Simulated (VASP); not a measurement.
# Er: interstitial Li from one void to a neighbouring one, part 2 of 5

How hard is this move in Er: interstitial Li from one void to a neighbouring one? Both ends are relaxed first, then a band of images between them. The start is a cell from a database of measured crystal structures.

VASP 6.6.1, plane waves and PAW; the level of theory is named at each step.

Still holding for the runs below: The data set Er_3 holds the 4f electrons frozen in the core, so no f bands or f moments appear.

So far. Step 2 (Relax the host): The run ended after 5 ionic steps, 0.002 eV below its first step, once forces and stress met EDIFFG = -0.02.

## 3. Relax the start

This step: PBE, 4f electrons in the core; plane waves and PAW (Er_3, Li) (VASP 6.6.1).

System of this step: LiEr24. The cell holds 25 atoms: 24 Er and 1 Li. Cell: a = 8.320 Å, b = 8.320 Å, c = 19.799 Å, α = 124.0°, β = 124.0°, γ = 96.5°. It derives from Er. Nearest the centre at fractional (0.125, 0.125, 0.000): Li25 at 1.38 Å, Er13 at 2.04 Å, Er23 at 2.07 Å, Er22 at 2.09 Å, Er11 at 3.44 Å, Er2 at 3.44 Å, Er12 at 3.45 Å, Er10 at 3.46 Å.

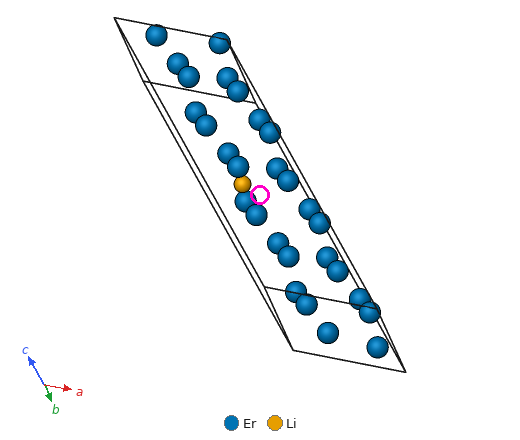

The cell of this step (erbium blue, lithium orange). A ring marks the centre wherever it is empty. Some periodic images of atoms are drawn too.

A path needs two true minima; the start is relaxed with symmetry off.

Input file INCAR:

```
SYSTEM = LiEr24
PREC = Normal
ENCUT = 280
EDIFF = 1E-05
NELM = 120
ISMEAR = 1
SIGMA = 0.15
LREAL = Auto
ALGO = Fast
GGA = PE
NBANDS = 126
LASPH = .TRUE.
LORBIT = 11
LWAVE = .FALSE.
LCHARG = .FALSE.
KPAR = 3
IBRION = 2
NSW = 60
ISIF = 2
EDIFFG = -0.05
POTIM = 0.4
MAXMIX = 40
ISYM = 0
```

Input file POSCAR:

```
LiEr24
1.0
   -5.3741798618      3.1027841899      5.5426169445
    5.3741798618     -3.1027841899      5.5426169445
    5.3741798616      9.3083525697    -16.6278508335
Er Li
24 1
Direct
    0.5449108448      0.7112180782      0.1683121909
    0.0453898986      0.2069603514      0.1669131835
    0.0441973213      0.7084288389      0.3337702119
    0.5427446496      0.2101864753      0.3336527879
    0.5402717816      0.7051454362      0.4990522997
    0.0412670364      0.2095411465      0.5006211617
    0.0408524488      0.7057511663      0.6655247450
    0.5476536541      0.2114657523      0.6684955796
    0.5352632193      0.6974067581      0.8277668752
    0.0427473119      0.2078913166      0.8332848144
    0.0374014460      0.7117712348      0.0001784108
    0.5449472336      0.2162733949      0.0029426760
    0.4533238725      0.2878783510      0.1635326478
    0.9531450070      0.7887604358      0.1647902669
    0.9551111832      0.2897658593      0.3317438801
    0.4575345723      0.7910770649      0.3334795139
    0.4617843611      0.2953388422      0.5019884844
    0.9597866852      0.7896572113      0.5004177649
    0.9565289404      0.2940432578      0.6657574771
    0.4537423878      0.7890320252      0.6646356964
    0.4574404502      0.2904851983      0.8338232599
    0.9581344661      0.7880553627      0.8326246833
    0.9578064525      0.2905731788      0.0014430407
    0.4617434641      0.7938133614      0.0022101408
    0.0028816842     -0.0005936072      0.0004578466
```

Input file KPOINTS:

```
Automatic mesh
0
Gamma
3 3 3
0 0 0
```

Potentials, in the order of the species: Er_3 and Li (PBE family, release 64).

Command:

```bash
mpirun -np 3 vasp_std
```

The program printed:

```text
[banner, memory and clock lines left out]
running    3 mpi-ranks, on    1 nodes
 distrk:  each k-point on    1 cores,    3 groups
 distr:  one band on    1 cores,    1 groups

 POSCAR found type information on POSCAR ErLi
 POSCAR found :  2 types and      25 ions
 LDA part: xc-table for (Slater+PW92), standard interpolation
 POSCAR, INCAR and KPOINTS ok, starting setup
 FFT: planning ... GRIDC
 FFT: planning ... GRID_SOFT
 FFT: planning ... GRID
 WAVECAR not read
 entering main loop
       N       E                     dE             d eps       ncg     rms          rms(c)
DAV:   1     0.146438474930E+04    0.14644E+04   -0.69985E+04  6308   0.134E+03
DAV:   2     0.943292458486E+02   -0.13701E+04   -0.13452E+04  6092   0.107E+03
DAV:   3    -0.715939298065E+02   -0.16592E+03   -0.15744E+03  6700   0.242E+02
DAV:   4    -0.986783177771E+02   -0.27084E+02   -0.23725E+02  5664   0.973E+01
DAV:   5    -0.107386062134E+03   -0.87077E+01   -0.80293E+01  6192   0.208E+01    0.872E+01
RMM:   6    -0.106445600565E+03    0.94046E+00   -0.21070E+01  5332   0.167E+01    0.536E+01
RMM:   7    -0.107534031254E+03   -0.10884E+01   -0.65731E+00  4045   0.155E+01    0.310E+01
RMM:   8    -0.105675064680E+03    0.18590E+01   -0.53306E+00  5660   0.880E+00    0.402E+00
RMM:   9    -0.105867530490E+03   -0.19247E+00   -0.30111E+00  5730   0.348E+00    0.155E+00
RMM:  10    -0.106009114638E+03   -0.14158E+00   -0.15840E+00  4811   0.244E+00    0.921E-01
RMM:  11    -0.106114416932E+03   -0.10530E+00   -0.10719E+00  5709   0.141E+00    0.538E-01
RMM:  12    -0.106195769251E+03   -0.81352E-01   -0.80672E-01  5581   0.956E-01    0.240E-01
RMM:  13    -0.106258098914E+03   -0.62330E-01   -0.61294E-01  5717   0.671E-01    0.158E-01
RMM:  14    -0.106308933390E+03   -0.50834E-01   -0.50254E-01  4067   0.601E-01    0.190E-01
RMM:  15    -0.106348749581E+03   -0.39816E-01   -0.39434E-01  4939   0.557E-01    0.139E-01
RMM:  16    -0.106382555167E+03   -0.33806E-01   -0.33397E-01  5029   0.407E-01    0.859E-02
RMM:  17    -0.106409600935E+03   -0.27046E-01   -0.26663E-01  3771   0.358E-01    0.106E-01
RMM:  18    -0.106432981883E+03   -0.23381E-01   -0.23138E-01  3892   0.351E-01    0.414E-02
RMM:  19    -0.106451692478E+03   -0.18711E-01   -0.18419E-01  4330   0.340E-01    0.391E-02
RMM:  20    -0.106468434142E+03   -0.16742E-01   -0.16516E-01  4055   0.307E-01    0.145E-01
RMM:  21    -0.106482342842E+03   -0.13909E-01   -0.13556E-01  3726   0.240E-01    0.296E-01
RMM:  22    -0.106494094374E+03   -0.11752E-01   -0.11849E-01  3691   0.236E-01    0.243E-01
RMM:  23    -0.106504060286E+03   -0.99659E-02   -0.98153E-02  3997   0.234E-01    0.292E-01
RMM:  24    -0.106512868339E+03   -0.88081E-02   -0.87002E-02  4098   0.211E-01    0.333E-01
RMM:  25    -0.106519900021E+03   -0.70317E-02   -0.71798E-02  3558   0.175E-01    0.275E-01
RMM:  26    -0.106526423617E+03   -0.65236E-02   -0.64832E-02  3635   0.176E-01    0.289E-01
RMM:  27    -0.106531872892E+03   -0.54493E-02   -0.53844E-02  3743   0.178E-01    0.312E-01
RMM:  28    -0.106536789846E+03   -0.49170E-02   -0.48628E-02  3686   0.159E-01    0.337E-01
RMM:  29    -0.106540920974E+03   -0.41311E-02   -0.40847E-02  3291   0.125E-01    0.357E-01
RMM:  30    -0.106544639075E+03   -0.37181E-02   -0.36831E-02  3176   0.121E-01    0.376E-01
[...]
RMM:  68    -0.106571295028E+03   -0.20689E-04   -0.43429E-04  3415   0.617E-02    0.435E-01
RMM:  69    -0.106571301946E+03   -0.69178E-05   -0.37995E-04  3966   0.803E-02    0.417E-01
RMM:  70    -0.106571306842E+03   -0.48968E-05   -0.34168E-04  2791   0.446E-02    0.401E-01
RMM:  71    -0.106571253447E+03    0.53395E-04   -0.23565E-04  2722   0.440E-02    0.365E-01
RMM:  72    -0.106571262062E+03   -0.86145E-05   -0.29021E-04  2981   0.512E-02    0.357E-01
RMM:  73    -0.106571280807E+03   -0.18745E-04   -0.20469E-04  2568   0.520E-02    0.355E-01
RMM:  74    -0.106571301128E+03   -0.20321E-04   -0.19717E-04  2787   0.749E-02    0.356E-01
RMM:  75    -0.106571320251E+03   -0.19124E-04   -0.17040E-04  3700   0.838E-02    0.359E-01
RMM:  76    -0.106571347402E+03   -0.27150E-04   -0.14132E-04  2504   0.490E-02    0.358E-01
RMM:  77    -0.106571348645E+03   -0.12437E-05   -0.12357E-04  2430   0.515E-02    0.356E-01
RMM:  78    -0.106571357911E+03   -0.92656E-05   -0.10397E-04  2910   0.795E-02    0.362E-01
RMM:  79    -0.106571363598E+03   -0.56870E-05   -0.78943E-05  3636   0.808E-02
   1 F= -.10657136E+03 E0= -.10657499E+03  d E =-.106571E+03
 curvature:   0.00 expect dE= 0.000E+00 dE for cont linesearch  0.000E+00
 trial: gam= 0.00000 g(F)=  0.836E+00 g(S)=  0.000E+00 ort = 0.000E+00 (trialstep = 0.100E+01)
 search vector abs. value=  0.836E+00
 bond charge predicted
       N       E                     dE             d eps       ncg     rms          rms(c)
DAV:   1    -0.106463636320E+03    0.10772E+00   -0.77174E+01  5480   0.996E+01    0.557E+00
RMM:   2    -0.107301534031E+03   -0.83790E+00   -0.78791E+00  5555   0.118E+01    0.413E+00
RMM:   3    -0.107245115085E+03    0.56419E-01   -0.13816E+00  5634   0.553E+00    0.234E+00
RMM:   4    -0.107239263206E+03    0.58519E-02   -0.22125E-01  4893   0.272E+00    0.142E+00
RMM:   5    -0.107242198893E+03   -0.29357E-02   -0.12430E-01  5742   0.141E+00    0.107E+00
RMM:   6    -0.107242618924E+03   -0.42003E-03   -0.51257E-02  4795   0.109E+00    0.863E-01
RMM:   7    -0.107242567949E+03    0.50975E-04   -0.29585E-02  5113   0.946E-01    0.759E-01
RMM:   8    -0.107245075338E+03   -0.25074E-02   -0.24973E-02  5733   0.439E-01    0.822E-01
RMM:   9    -0.107245959981E+03   -0.88464E-03   -0.88002E-03  5170   0.306E-01    0.827E-01
RMM:  10    -0.107246498719E+03   -0.53874E-03   -0.71715E-03  4548   0.242E-01    0.791E-01
RMM:  11    -0.107246679983E+03   -0.18126E-03   -0.41407E-03  4618   0.224E-01    0.730E-01
RMM:  12    -0.107246903103E+03   -0.22312E-03   -0.35457E-03  4854   0.147E-01    0.694E-01
RMM:  13    -0.107247288800E+03   -0.38570E-03   -0.34344E-03  5014   0.288E-01    0.674E-01
RMM:  14    -0.107247249537E+03    0.39263E-04   -0.17643E-03  4216   0.167E-01    0.628E-01
RMM:  15    -0.107247348350E+03   -0.98813E-04   -0.13227E-03  4440   0.125E-01    0.628E-01
RMM:  16    -0.107247456908E+03   -0.10856E-03   -0.87403E-04  3649   0.744E-02    0.637E-01
RMM:  17    -0.107247526932E+03   -0.70024E-04   -0.72771E-04  3756   0.102E-01    0.633E-01
RMM:  18    -0.107248496004E+03   -0.96907E-03   -0.71675E-03  6762   0.570E-01    0.740E-01
RMM:  19    -0.107247955610E+03    0.54039E-03   -0.16114E-03  5096   0.233E-01    0.635E-01
RMM:  20    -0.107247833923E+03    0.12169E-03   -0.11096E-03  4488   0.164E-01    0.582E-01
RMM:  21    -0.107247563083E+03    0.27084E-03   -0.28312E-04  4027   0.102E-01    0.515E-01
RMM:  22    -0.107247210858E+03    0.35223E-03   -0.45698E-04  4283   0.135E-01    0.406E-01
RMM:  23    -0.107247260635E+03   -0.49777E-04   -0.22056E-03  5628   0.284E-01    0.342E-01
RMM:  24    -0.107247437506E+03   -0.17687E-03   -0.10813E-03  4812   0.192E-01    0.361E-01
RMM:  25    -0.107247512294E+03   -0.74788E-04   -0.53683E-04  4555   0.133E-01    0.364E-01
RMM:  26    -0.107247441019E+03    0.71274E-04   -0.29719E-04  3780   0.841E-02    0.349E-01
RMM:  27    -0.107247309386E+03    0.13163E-03   -0.22822E-04  4487   0.105E-01    0.330E-01
RMM:  28    -0.107247180241E+03    0.12914E-03   -0.78993E-05  3868   0.925E-02    0.296E-01
RMM:  29    -0.107247023737E+03    0.15650E-03   -0.54049E-05  3426   0.837E-02    0.254E-01
RMM:  30    -0.107246888099E+03    0.13564E-03   -0.18912E-04  4499   0.123E-01    0.198E-01
RMM:  31    -0.107246853395E+03    0.34703E-04   -0.92137E-05  4194   0.882E-02    0.171E-01
RMM:  32    -0.107246829659E+03    0.23736E-04   -0.19902E-05  3024   0.522E-02    0.156E-01
RMM:  33    -0.107246753971E+03    0.75688E-04   -0.15556E-04  4481   0.177E-01    0.956E-02
RMM:  34    -0.107246764803E+03   -0.10831E-04   -0.15801E-04  4237   0.116E-01    0.949E-02
RMM:  35    -0.107246767048E+03   -0.22453E-05   -0.98237E-05  4661   0.106E-01
   2 F= -.10724677E+03 E0= -.10725151E+03  d E =-.675403E+00
[... from here on, the cycles between the ionic steps are left out ...]
   3 F= -.10776179E+03 E0= -.10776151E+03  d E =-.119043E+01
   4 F= -.10777373E+03 E0= -.10777254E+03  d E =-.120236E+01
   5 F= -.10777389E+03 E0= -.10777246E+03  d E =-.120252E+01
   6 F= -.10782630E+03 E0= -.10782507E+03  d E =-.524082E-01
   7 F= -.10789875E+03 E0= -.10789749E+03  d E =-.124858E+00
   8 F= -.10790010E+03 E0= -.10789881E+03  d E =-.126215E+00
   9 F= -.10791668E+03 E0= -.10791605E+03  d E =-.165814E-01
 trial-energy change:   -0.016581  1 .order   -0.016290   -0.020837   -0.011744
 step:   4.4639(harm=  5.2703)  dis= 0.02142  next Energy=  -107.922453 (dE=-0.223E-01)
 bond charge predicted
       N       E                     dE             d eps       ncg     rms          rms(c)
DAV:   1    -0.107867684650E+03    0.48997E-01   -0.50208E+00  5392   0.270E+01    0.960E-01
RMM:   2    -0.107911666151E+03   -0.43982E-01   -0.45132E-01  5740   0.268E+00    0.491E-01
RMM:   3    -0.107921267944E+03   -0.96018E-02   -0.83821E-02  5758   0.103E+00    0.330E-01
RMM:   4    -0.107922800584E+03   -0.15326E-02   -0.14386E-02  5758   0.449E-01    0.326E-01
RMM:   5    -0.107923414630E+03   -0.61405E-03   -0.54108E-03  5644   0.184E-01    0.338E-01
RMM:   6    -0.107923789019E+03   -0.37439E-03   -0.23569E-03  5641   0.170E-01    0.354E-01
RMM:   7    -0.107923958674E+03   -0.16965E-03   -0.13766E-03  4259   0.786E-02    0.367E-01
RMM:   8    -0.107924011212E+03   -0.52538E-04   -0.75521E-04  3791   0.116E-01    0.377E-01
RMM:   9    -0.107924355602E+03   -0.34439E-03   -0.77191E-04  5292   0.217E-01    0.397E-01
RMM:  10    -0.107924581093E+03   -0.22549E-03   -0.42590E-04  4370   0.886E-02    0.408E-01
RMM:  11    -0.107924660607E+03   -0.79514E-04   -0.26935E-04  3774   0.922E-02    0.414E-01
RMM:  12    -0.107924682701E+03   -0.22093E-04   -0.23277E-04  4463   0.847E-02    0.414E-01
RMM:  13    -0.107925156793E+03   -0.47409E-03   -0.60772E-04  6300   0.257E-01    0.475E-01
RMM:  14    -0.107925650263E+03   -0.49347E-03   -0.30677E-04  5366   0.130E-01    0.468E-01
RMM:  15    -0.107925435024E+03    0.21524E-03   -0.80347E-05  3067   0.857E-02    0.450E-01
RMM:  16    -0.107925147979E+03    0.28705E-03   -0.51829E-05  2613   0.531E-02    0.420E-01
RMM:  17    -0.107924639279E+03    0.50870E-03   -0.27925E-04  5164   0.172E-01    0.363E-01
RMM:  18    -0.107923392808E+03    0.12465E-02   -0.31967E-03  6764   0.614E-01    0.211E-01
RMM:  19    -0.107923386997E+03    0.58106E-05   -0.33895E-04  5652   0.687E-02    0.192E-01
RMM:  20    -0.107923386556E+03    0.44102E-06   -0.56633E-05  2960   0.335E-02
  10 F= -.10792339E+03 E0= -.10792337E+03  d E =-.232833E-01
 curvature:  -3.14 expect dE=-0.305E-02 dE for cont linesearch -0.604E-03
 trial: gam=-0.01871 g(F)=  0.971E-03 g(S)=  0.000E+00 ort = 0.150E-02 (trialstep = 0.273E+01)
 search vector abs. value=  0.919E-03
 reached required accuracy - stopping structural energy minimisation
```

Run time: 53 min. Hardware: 3 MPI ranks of Intel Xeon 6975P-C (Granite Rapids), shared host; peak memory 1.8 GiB; 2.6 h of CPU time.

From OUTCAR (step 3):

```text
 Found     14 irreducible k-points:

   k-points           NKPTS =     14   k-points in BZ     NKDIM =     14   number of bands    NBANDS=    126

   dimension x,y,z NGX =    36 NGY =   36 NGZ =   84
   dimension x,y,z NGXF=    72 NGYF=   72 NGZF=  168

   ENCUT  =  280.0 eV  20.58 Ry    4.54 a.u.  11.35 11.35 27.01*2*pi/ulx,y,z

   NELECT =     217.0000    total number of electrons

 E-fermi :   2.9956

 k-point     1 :       0.0000    0.0000    0.0000
  band No.  band energies     occupation
    ...
    103       2.8130      2.07090
    104       2.8230      2.06905
    105       2.8589      2.02652
    106       2.8914      1.91600
    107       3.0137      0.79745
    108       3.1097      0.04138
    109       3.1177      0.01292
    110       3.1363     -0.03497
    111       3.1402     -0.04204
    112       3.1644     -0.06745
    ...

 k-point     2 :       0.3333    0.0000    0.0000
  band No.  band energies     occupation
    ...
    105       2.8416      2.05531
    106       2.8586      2.02718
    107       2.8719      1.99216
    108       2.8751      1.98161
    109       2.9869      1.09777
    110       3.0592      0.34870
    111       3.1398     -0.04139
    112       3.2205     -0.05536
    113       3.2550     -0.03457
    114       3.2763     -0.02368
    ...

  Total        6.9118338      6.6350638      4.4623893     -0.2372138     -0.0423380      0.0952727
  in kB       14.9773593     14.3776222      9.6696203     -0.5140222     -0.0917428      0.2064479
  external PRESSURE =      13.0082006 kB  Pullay stress =       0.0000000 kB

  energy-cutoff  :      280.00
  volume of cell :      739.38
      direct lattice vectors                 reciprocal lattice vectors
    -5.374179862  3.102784190  5.542616944    -0.000000000  0.161145594  0.090210095
     5.374179862 -3.102784190  5.542616944     0.139556178  0.080572797  0.090210095
     5.374179862  9.308352570-16.627850833     0.046518726  0.080572797  0.000000000

 POSITION                                       TOTAL-FORCE (eV/Angst)
 -----------------------------------------------------------------------------------
      1.76805      1.03316      4.14593        -0.046653     -0.005648      0.003425
      2.00796      1.15019     -1.47616         0.016523     -0.020838      0.006584
      5.40676      1.10069     -1.34544        -0.007057     -0.008013      0.003031
     -0.00493      4.09294     -1.37604         0.007093     -0.027244     -0.007909
      3.61787      4.16688     -1.40295        -0.020480      0.002258     -0.013369
      3.57506      4.08739     -6.94584        -0.008725      0.022013     -0.003582
      7.12394      4.07395     -6.88655        -0.004902      0.003695      0.006046
      1.82546      7.26565     -6.91844         0.027619      0.011126     -0.009416
      5.38053      6.98762     -7.02088         0.027831     -0.001117      0.002519
      5.36083      7.26510    -12.48449        -0.011148      0.033610      0.002047
      3.39486     -1.95908      4.11562        -0.015016      0.005564      0.040241
      3.54756     10.35976    -12.47367         0.035548     -0.010110     -0.030483
     -0.00974      2.31870      1.47748        -0.026135      0.015238     -0.007109
      0.01701      2.04791      6.92699         0.002482     -0.046399      0.010577
     -1.75420      5.23432      1.34777         0.001729     -0.010175     -0.012510
      3.54868      2.04555      1.37536        -0.030017     -0.012080      0.001582
      1.75145      5.14594     -4.13922         0.016734     -0.008830      0.005611
      1.79370      5.21552      1.40636         0.010871     -0.001135     -0.001412
     -0.04166      8.21318     -4.19955         0.017503     -0.008507     -0.004679
      5.37462      5.21640     -4.16737        -0.002397      0.023992      0.005341
      3.60779      8.27004     -9.69931         0.040493      0.022590      0.010382
      3.35165      8.15884     -4.06182        -0.025096      0.001432     -0.011687
     -3.38829      1.95943      6.95542         0.006521     -0.006830     -0.035019
      7.19724      8.25108     -9.70415        -0.023437      0.029106      0.025060
     10.73656      6.20136    -11.07742         0.010113     -0.003698      0.014730
 -----------------------------------------------------------------------------------
    total drift:                               -0.000844      0.001125      0.001167

  FREE ENERGIE OF THE ION-ELECTRON SYSTEM (eV)
  ---------------------------------------------------
  free  energy   TOTEN  =      -107.9233865561 eV

  energy  without entropy=     -107.9233299756  energy(sigma->0) =     -107.92336770

 total charge
# of ion       s       p       d       tot
------------------------------------------
    1        0.515   6.529   1.078   8.122
    2        0.510   6.552   1.088   8.151
    3        0.517   6.541   1.114   8.172
    4        0.510   6.531   1.075   8.117
    5        0.514   6.543   1.087   8.144
    6        0.514   6.543   1.087   8.145
    7        0.517   6.542   1.114   8.172
    8        0.510   6.531   1.074   8.115
    9        0.511   6.552   1.090   8.153
   10        0.515   6.530   1.077   8.122
   11        0.519   6.548   1.138   8.204
   12        0.515   6.520   1.071   8.105
   13        0.511   6.552   1.091   8.154
   14        0.515   6.529   1.077   8.121
   15        0.517   6.541   1.112   8.170
   16        0.511   6.531   1.076   8.119
   17        0.515   6.543   1.087   8.145
   18        0.515   6.543   1.088   8.145
   19        0.517   6.542   1.114   8.173
   20        0.510   6.531   1.075   8.116
   21        0.515   6.530   1.077   8.121
   22        0.512   6.552   1.094   8.157
   23        0.519   6.548   1.139   8.206
   24        0.514   6.519   1.069   8.102
   25        0.187   0.231   0.000   0.418
--------------------------------------------------
tot         12.524 157.153  26.191 195.868

[... 1 part as in an earlier step ...]

[... 7 further parts left out ...]
```

This run has no spin polarisation. Its electron count is odd, so without a moment it is a metal by construction.

(Part 2 of 5 ends here.)

[Lines on the potential files, build, host, timing and source positions are cut from VASP's logs without a mark.]

[Logs are printed without paths, hosts, clocks, repeated set-up lines and the standing remarks that a program may print on its own settings, such as how far it seeks lower states.]

[Hosts, paths, dates, database ids (printed as entryN), source tags and the programs' standing remarks are cut or masked in the printed files.]

[Runs that stopped without an error message from VASP are left out.]
